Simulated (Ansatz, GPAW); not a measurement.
# A 9-layer slab of Nb(100): work function by functional and basis, part 2 of 4

How far do functional and basis move the work function of a 9-layer slab of Nb(100)?

GPAW 26.7.0 and Ansatz 0.2.0; Ansatz plane waves; slab in vacuum with a dipole correction, relaxation (the session's first sound run).

So far: Set-up; Relaxation.

**2. Relaxation (continued)**

The electrostatic potential energy of an electron (with the applied field's), less the Fermi level, planar mean oscillates, so the rows of the table below give means over windows of 1.61 Å about each position, cut where the curve ends. Its maxima inside the range that stand out by 2 % of the span (Å: eV): 8.9: -7.12, 10.5: -7.04, 12.1: -6.97, 13.7: -6.73, 15.5: -7.33, 17.1: -6.05, 18.8: -7.03, 20.3: -10.1. Its minima: 8.0: -15.0, 9.6: -14.7, 11.2: -14.7, 13.0: -14.6, 14.6: -14.6, 16.2: -14.6, 18.0: -14.8, 19.6: -14.7, 21.0: -15.2.

The electrostatic potential energy of an electron (with the applied field's), less the Fermi level, planar mean by z; means over each step:

```
z (Å)  electrostatic potential energy of an electron (with the applied field's), less the Fermi level, planar mean (eV)
 0.81                                                                                                              3.73
 2.42                                                                                                              3.74
 4.02                                                                                                              3.73
 5.63                                                                                                              3.33
 7.24                                                                                                             -5.38
 8.85                                                                                                             -11.0
10.46                                                                                                             -10.9
12.07                                                                                                             -10.9
13.68                                                                                                             -10.6
15.29                                                                                                             -11.1
16.90                                                                                                             -10.3
18.51                                                                                                             -11.0
20.12                                                                                                             -12.7
21.73                                                                                                             -6.41
23.34                                                                                                              3.15
24.95                                                                                                              3.60
26.56                                                                                                              3.62
28.17                                                                                                              3.63
```

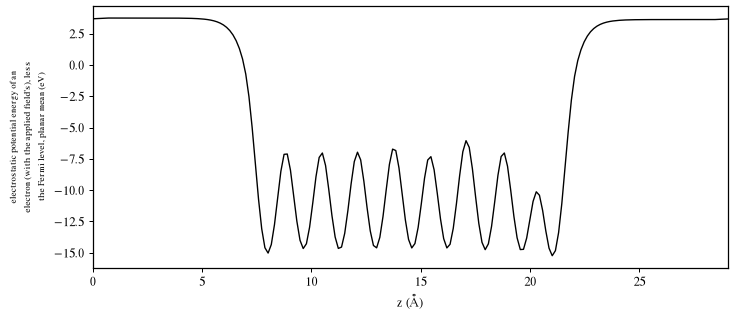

Electrostatic potential energy of an electron (with the applied field's), less the Fermi level, planar mean, plotted against z.

The valence density, planar mean oscillates, so the rows of the table below give means over windows of 1.61 Å about each position, cut where the curve ends. Its maxima inside the range that stand out by 2 % of the span (Å: e/Å³): 8.0: 0.939, 9.6: 0.958, 11.2: 0.955, 13.0: 0.956, 14.6: 0.960, 16.2: 0.956, 18.0: 0.955, 19.6: 0.974, 21.0: 0.960. Its minima: 8.8: 0.450, 10.5: 0.437, 12.1: 0.433, 13.7: 0.430, 15.5: 0.455, 17.1: 0.393, 18.8: 0.438, 20.3: 0.596.

Table of valence density, planar mean by z; means over each step:

```
z (Å)  valence density, planar mean (e/Å³)
 2.42                               1.2e-5
 4.02                               3.5e-4
 5.63                              0.00944
 7.24                                0.392
 8.85                                0.717
10.46                                0.717
12.07                                0.717
13.68                                0.708
15.29                                0.730
16.90                                0.686
18.51                                0.717
20.12                                0.814
21.73                                0.453
23.34                               0.0111
24.95                               3.9e-4
26.56                               1.3e-5
```

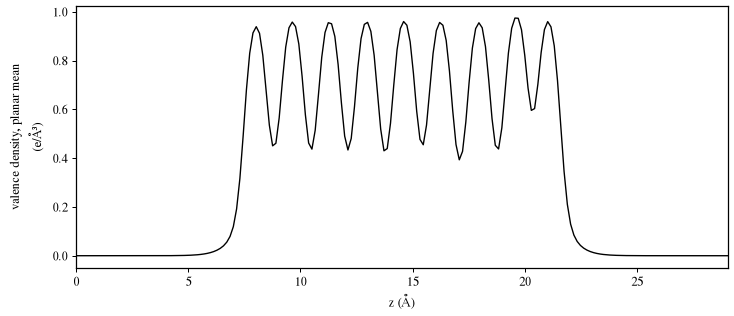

Valence density, planar mean against z.

The relaxation lowered the energy of the cell by 0.112 eV.

**3. The slab's potential**

With the geometry fixed, the planar mean of the potential gives the vacuum level on each side.

This step: GPAW, PAW setups; slab in vacuum (GPAW 26.7.0).

Contents of run.py:

```python
import json
import numpy as np
from ase import Atoms
from gpaw import GPAW, PW

slab = Atoms(
    ['Nb', 'Nb', 'Nb', 'Nb', 'Nb', 'Nb', 'Nb', 'Nb', 'Nb'],
    positions=[
        [0.00000, 0.00000, 8.00000],
        [1.65000, 1.65000, 9.65000],
        [0.00000, 0.00000, 11.30000],
        [1.65000, 1.65000, 12.95000],
        [-0.00000, 0.00000, 14.61904],
        [1.65000, 1.65000, 16.24566],
        [-0.00000, 0.00000, 17.95973],
        [1.65000, 1.65000, 19.61243],
        [0.00000, 0.00000, 21.07836]],
    cell=[[3.3, 0.0, 0.0], [0.0, 3.3, 0.0], [0.0, 0.0, 29.2]],
    pbc=[True, True, False])

slab.calc = GPAW(mode=PW(400), xc='PBE', kpts={'size': (10, 10, 1), 'gamma': True},
                 occupations={'name': 'fermi-dirac', 'width': 0.1}, nbands='160%',
                 convergence={'density': 1e-05}, maxiter=200,
                 poissonsolver={'dipolelayer': 'xy'},
                 symmetry={'tolerance': 1e-3}, txt='slab.txt')
result = {}
energy = slab.get_potential_energy()
fermi = slab.calc.get_fermi_level()
v = slab.calc.get_electrostatic_potential().mean((0, 1)) - fermi
n = slab.calc.get_pseudo_density().mean((0, 1))
L = slab.cell[2, 2]
z = np.arange(len(v)) * L / len(v)
low, high = slab.positions[:, 2].min(), slab.positions[:, 2].max()
below, above = np.interp([low - 5.8, high + 5.8], z, v)
slopes = [np.interp(x, z, np.gradient(v, z)) for x in (low - 5.8, high + 5.8)]
eps = np.array([[slab.calc.get_eigenvalues(k, s) for k in range(len(slab.calc.get_ibz_k_points()))]
                for s in range(slab.calc.get_number_of_spins())]) - fermi
top, bottom = eps[eps < 0].max(), eps[eps > 0].min()
dipole = slab.get_dipole_moment()[2]
print(f'energy {energy:.4f} eV, Fermi level {fermi:.4f} eV, dipole {dipole:.5f} e A')
print(f'potential 5.8 A off the faces, from the Fermi level: lower {below:.4f} eV, upper {above:.4f} eV')
print(f'slope of the potential there: lower {slopes[0]:.5f}, upper {slopes[1]:.5f} eV/A')
print(f'nearest levels on the mesh: {top:.4f} and {bottom:.4f} eV')
print('magnetic moment', round(slab.get_magnetic_moment(), 3))
result.update(energy=energy, fermi=fermi, dipole=dipole, below=below, above=above, slopes=slopes, edges=[top, bottom],
              z=z.tolist(), v=v.tolist(), n=n.tolist(), positions=slab.positions.tolist(),
              forces=slab.get_forces(apply_constraint=False).tolist(), moments=slab.get_magnetic_moments().tolist())
json.dump(result, open('result.json', 'w'))
```

Command:

```sh
$ OMP_NUM_THREADS=1 OPENBLAS_NUM_THREADS=1 python run.py
```

Numbers of over 12 decimals in the logs are rounded to 6 here.

The program printed:

```text
energy -89.7667 eV, Fermi level 4.1570 eV, dipole 0.00738 e A
potential 5.8 A off the faces, from the Fermi level: lower 3.7457 eV, upper 3.6247 eV
slope of the potential there: lower -0.00048, upper 0.00053 eV/A
nearest levels on the mesh: -0.0074 and 0.0072 eV
magnetic moment 0.0
```

Run time: 21 min. Hardware: 1 thread of Arm Neoverse N1, shared host; peak memory 0.42 GiB.

This step gave:

```yaml
dipole_along_the_normal: 0.007378 e·Å
levels_nearest_the_fermi_level_on_the_mesh: -0.007359, 0.007200 eV from the Fermi level
upper_work_function: 3.625 eV
lower_work_function: 3.746 eV
```

The electrostatic potential energy of an electron (without an applied field's), less the Fermi level, planar mean oscillates, so the rows of the table below give means over windows of 1.62 Å about each position, cut where the curve ends. Its maxima inside the range that stand out by 2 % of the span (Å: eV): 8.9: -6.35, 10.5: -6.36, 12.1: -6.33, 13.7: -6.08, 15.5: -6.61, 17.1: -5.53, 18.8: -6.36, 20.3: -9.12. Its minima: 8.0: -17.4, 9.6: -17.0, 11.2: -17.0, 13.0: -17.0, 14.6: -17.0, 16.2: -17.0, 18.0: -17.1, 19.6: -17.1, 21.1: -17.6.

Table of electrostatic potential energy of an electron (without an applied field's), less the Fermi level, planar mean by z; means over each step:

```
z (Å)  electrostatic potential energy of an electron (without an applied field's), less the Fermi level, planar mean (eV)
 0.81                                                                                                                3.74
 2.43                                                                                                                3.75
 4.05                                                                                                                3.73
 5.67                                                                                                                3.30
 7.29                                                                                                               -6.23
 8.91                                                                                                               -11.4
10.53                                                                                                               -11.4
12.15                                                                                                               -11.3
13.77                                                                                                               -11.0
15.39                                                                                                               -11.5
17.01                                                                                                               -10.6
18.63                                                                                                               -11.4
20.25                                                                                                               -13.5
21.87                                                                                                               -5.21
23.49                                                                                                                3.28
25.11                                                                                                                3.61
26.73                                                                                                                3.62
28.35                                                                                                                3.63
```

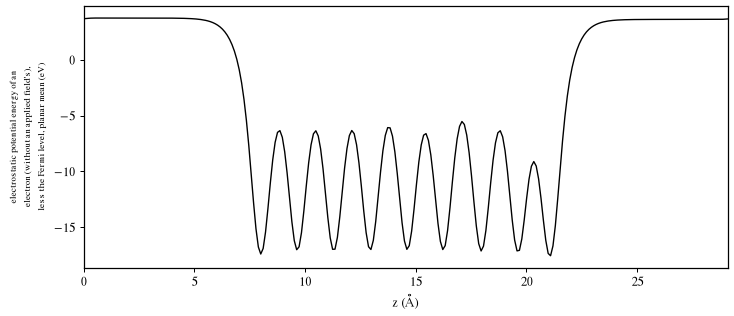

Electrostatic potential energy of an electron (without an applied field's), less the Fermi level, planar mean, plotted against z.

The pseudo valence density, planar mean oscillates, so the rows of the table below give means over windows of 1.73 Å about each position, cut where the curve ends. Its maxima inside the range that stand out by 2 % of the span (Å: e/Å³): 8.0: 1.13, 9.7: 1.12, 11.2: 1.14, 13.0: 1.15, 14.7: 1.12, 16.2: 1.15, 18.0: 1.15, 19.7: 1.16, 21.0: 1.11. Its minima: 8.9: 0.411, 10.4: 0.410, 12.1: 0.399, 13.8: 0.394, 15.4: 0.419, 17.1: 0.367, 18.8: 0.399, 20.3: 0.511.

Pseudo valence density, planar mean against z; means over each step:

```
z (Å)  pseudo valence density, planar mean (e/Å³)
 2.59                                      1.9e-5
 4.32                                      7.0e-4
 6.05                                      0.0240
 7.78                                       0.619
 9.51                                       0.713
11.24                                       0.709
12.97                                       0.706
14.70                                       0.712
16.43                                       0.701
18.16                                       0.706
19.89                                       0.781
21.62                                       0.526
23.35                                      0.0116
25.08                                      3.2e-4
26.81                                      8.3e-6
```

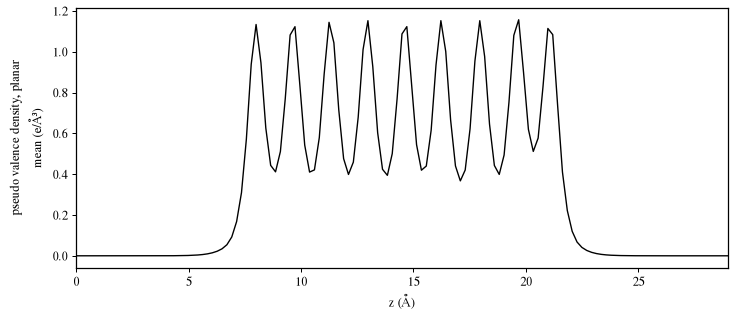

Pseudo valence density, planar mean, plotted against z.

Force by atom:

```
atom  x (eV/Å)  y (eV/Å)  z (eV/Å)  size
 Nb1      0.00      0.00      1.03  1.03
 Nb2      0.00      0.00     -0.84  0.84
 Nb3      0.00      0.00     -0.51  0.51
 Nb4      0.00      0.00      0.37  0.37
 Nb5      0.00      0.00      0.00  0.00
 Nb6      0.00      0.00      0.00  0.00
 Nb7      0.00      0.00      0.01  0.01
 Nb8      0.00      0.00     -0.01  0.01
 Nb9      0.00      0.00     -0.05  0.05
```

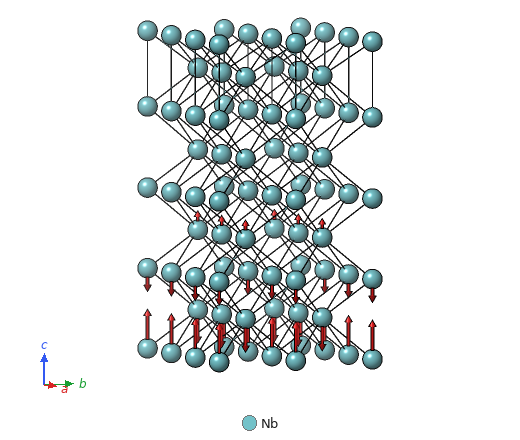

Force as arrows, the longest 1.03 eV/Å. 3×2×1 cells are drawn. Some periodic images of atoms are drawn too.

The potential is flat to 5.3e-4 eV/Å where it is read, so the vacuum is wide enough. The geometry is the other program's minimum; here the largest force on a free atom is 0.046 eV/Å.

**4. Self-consistent run: xc = "RPBE"**

The same geometry under RPBE, to see how far the functional moves the levels against the vacuum.

Changes to run.py since step 3:

```diff
@@ -20,3 +20,3 @@
 
-slab.calc = GPAW(mode=PW(400), xc='PBE', kpts={'size': (10, 10, 1), 'gamma': True},
+slab.calc = GPAW(mode=PW(400), xc='RPBE', kpts={'size': (10, 10, 1), 'gamma': True},
                  occupations={'name': 'fermi-dirac', 'width': 0.1}, nbands='160%',
```

The program printed:

```text
energy -85.3255 eV, Fermi level 4.2689 eV, dipole 0.00765 e A
potential 5.8 A off the faces, from the Fermi level: lower 3.5952 eV, upper 3.4696 eV
slope of the potential there: lower -0.00058, upper 0.00062 eV/A
nearest levels on the mesh: -0.0090 and 0.0069 eV
magnetic moment 0.0
```

Wall time 23 min (1 thread); peak memory 0.42 GiB.

Numbers from this step:

```
dipole along the normal                    : 0.007654 e·Å
levels nearest the Fermi level on the mesh : -0.008976, 0.006888 eV from the Fermi level
upper work function                        : 3.470 eV
lower work function                        : 3.595 eV
```

The electrostatic potential energy of an electron (without an applied field's), less the Fermi level, planar mean oscillates, so the rows of the table below give means over windows of 1.62 Å about each position, cut where the curve ends. Its maxima inside the range that stand out by 2 % of the span (Å: eV): 8.9: -6.43, 10.5: -6.44, 12.1: -6.42, 13.7: -6.16, 15.5: -6.70, 17.1: -5.61, 18.8: -6.44, 20.3: -9.19. Its minima: 8.0: -17.5, 9.6: -17.1, 11.2: -17.0, 13.0: -17.1, 14.6: -17.1, 16.2: -17.1, 18.0: -17.2, 19.6: -17.2, 21.1: -17.6.

Table of electrostatic potential energy of an electron (without an applied field's), less the Fermi level, planar mean by z; means over each step:

```
z (Å)  electrostatic potential energy of an electron (without an applied field's), less the Fermi level, planar mean (eV)
 0.81                                                                                                                3.59
 2.43                                                                                                                3.59
 4.05                                                                                                                3.58
 5.67                                                                                                                3.15
 7.29                                                                                                               -6.32
 8.91                                                                                                               -11.5
10.53                                                                                                               -11.4
12.15                                                                                                               -11.4
13.77                                                                                                               -11.1
15.39                                                                                                               -11.6
17.01                                                                                                               -10.7
18.63                                                                                                               -11.4
20.25                                                                                                               -13.6
21.87                                                                                                               -5.31
23.49                                                                                                                3.12
25.11                                                                                                                3.46
26.73                                                                                                                3.47
28.35                                                                                                                3.47
```

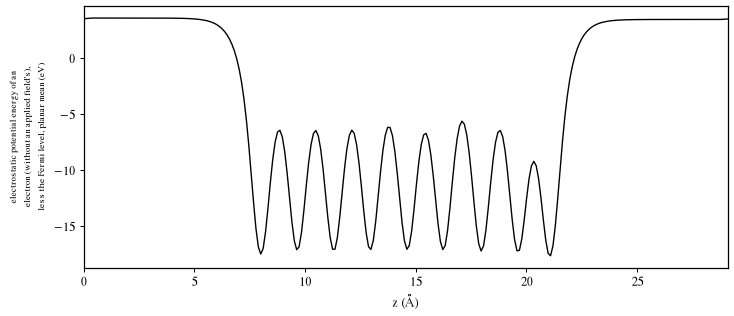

Electrostatic potential energy of an electron (without an applied field's), less the Fermi level, planar mean against z.

The pseudo valence density, planar mean oscillates, so the rows of the table below give means over windows of 1.73 Å about each position, cut where the curve ends. Its maxima inside the range that stand out by 2 % of the span (Å: e/Å³): 8.0: 1.13, 9.7: 1.12, 11.2: 1.14, 13.0: 1.15, 14.7: 1.12, 16.2: 1.15, 18.0: 1.15, 19.7: 1.16, 21.0: 1.11. Its minima: 8.9: 0.411, 10.4: 0.409, 12.1: 0.398, 13.8: 0.393, 15.4: 0.419, 17.1: 0.366, 18.8: 0.398, 20.3: 0.511.

Pseudo valence density, planar mean against z; means over each step:

```
z (Å)  pseudo valence density, planar mean (e/Å³)
 2.59                                      2.2e-5
 4.32                                      7.1e-4
 6.05                                      0.0238
 7.78                                       0.620
 9.51                                       0.713
11.24                                       0.709
12.97                                       0.706
14.70                                       0.712
16.43                                       0.701
18.16                                       0.706
19.89                                       0.781
21.62                                       0.526
23.35                                      0.0114
25.08                                      3.3e-4
26.81                                      9.7e-6
```

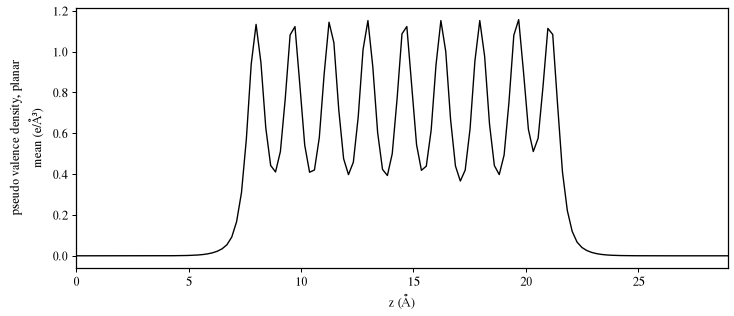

Pseudo valence density, planar mean, plotted against z.

Force by atom:

```
atom  x (eV/Å)  y (eV/Å)  z (eV/Å)   size
 Nb1     0.000     0.000     0.828  0.828
 Nb2     0.000     0.000    -0.845  0.845
 Nb3     0.000     0.000    -0.514  0.514
 Nb4     0.000     0.000     0.371  0.371
 Nb5     0.000     0.000    -0.006  0.006
 Nb6     0.000     0.000     0.009  0.009
 Nb7     0.000     0.000     0.000  0.000
 Nb8     0.000     0.000    -0.016  0.016
 Nb9     0.000     0.000     0.173  0.173
```

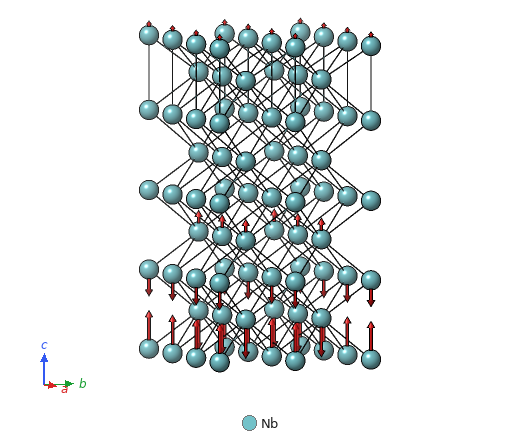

Force as arrows, the longest 0.845 eV/Å. 3×2×1 cells are drawn. Some periodic images of atoms are drawn too.

The upper face's work function is 3.470 eV, against 3.625 eV in the first plane-wave PBE run at this geometry.

**5. Self-consistent run: xc = "revPBE"**

The same geometry under revPBE, to see how far the functional moves the levels against the vacuum.

Changes to run.py since step 4:

```diff
@@ -20,3 +20,3 @@
 
-slab.calc = GPAW(mode=PW(400), xc='RPBE', kpts={'size': (10, 10, 1), 'gamma': True},
+slab.calc = GPAW(mode=PW(400), xc='revPBE', kpts={'size': (10, 10, 1), 'gamma': True},
                  occupations={'name': 'fermi-dirac', 'width': 0.1}, nbands='160%',
```

The program printed:

```text
energy -86.2474 eV, Fermi level 4.2477 eV, dipole 0.00770 e A
potential 5.8 A off the faces, from the Fermi level: lower 3.6136 eV, upper 3.4873 eV
slope of the potential there: lower -0.00054, upper 0.00058 eV/A
nearest levels on the mesh: -0.0086 and 0.0067 eV
magnetic moment 0.0
```

It took 24 min on 1 thread; peak memory 0.42 GiB.

Numbers from this step:

```yaml
dipole_along_the_normal: 0.007695 e·Å
levels_nearest_the_fermi_level_on_the_mesh: -0.008608, 0.006685 eV from the Fermi level
upper_work_function: 3.487 eV
lower_work_function: 3.614 eV
```

The upper face's work function is 3.487 eV, against 3.625 eV in the first plane-wave PBE run at this geometry.

(Continued in part 3 of 4.)

[Logs are printed without paths, hosts, clocks, repeated set-up lines and the standing remarks that a program may print on its own settings, such as how far it seeks lower states.]

[Hosts, paths, dates, database ids (printed as entryN), source tags and the programs' standing remarks are cut or masked in the printed files.]
